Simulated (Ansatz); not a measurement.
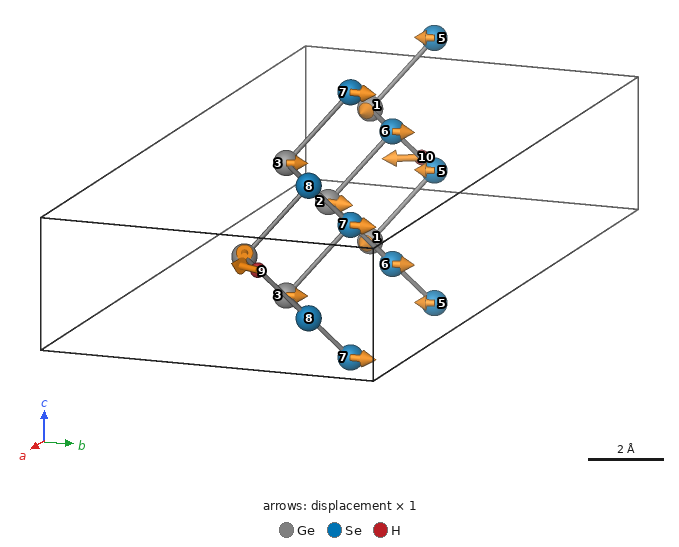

A relaxation of a wire of composition Ge2HSe2. The starting structure is drawn; orange arrows show the displacements (the part carried along by the change of the cell is left out), at their true length.

Style: ball-and-stick. Shown: the cell of the calculation, with the vacuum cut short, slightly off an axis.

Case: zigzag ribbon, 4 formula units a period, edges capped with H, edge spins opposed.

These are results of Ansatz, DFT PBE, scalar-relativistic, plane waves, PAW, not measurements. Settings: plane-wave cutoff 420 eV; k-point mesh 1 × 1 × 15; occupations gaussian; smearing width 0.05 eV; collinear spin; cell relaxed at fixed a, b, alpha, beta, gamma; force threshold 0.02 eV/Å; at most 45 steps.

**Which element moves most?**

Hydrogen: up to 1.09 Å, against 0.80 Å for germanium.

**What happened in the run?**

The energy falls by 0.211 eV per cell of the calculation in 19 accepted moves (22 points after the start). The largest force component goes from 0.88 to 0.0099 eV/Å. The line search rejected the trial steps at points 18, 20 of the run. At 1 point the geometry stayed and the basis and grid were re-selected for the new cell (energy shift of 1.1 meV per cell of the calculation at most each time). The atom that moves furthest relative to the centre of the atoms is an H atom (1.09 Å). Largest moves by element: H 1.09 Å, Ge 0.80 Å, Se 0.75 Å. Along the periodic axis the drawn cell goes c 3.669 → 3.749 Å (+2.2 %). Among the contacts that change: Ge–Se 2.563 → 2.470 Å, Ge–Se 2.563 → 2.494 Å, Ge–Se 2.563 → 2.632 Å, Ge–H 1.540 → 1.599 Å. Among the angles between lasting bonds that change: Ge–Se–Ge 91.4° → 81.4°, Ge–Se–Ge 91.4° → 85.3°, Se–Ge–Se 91.4° → 96.3°. The program noted that the starting moments weren't kept.
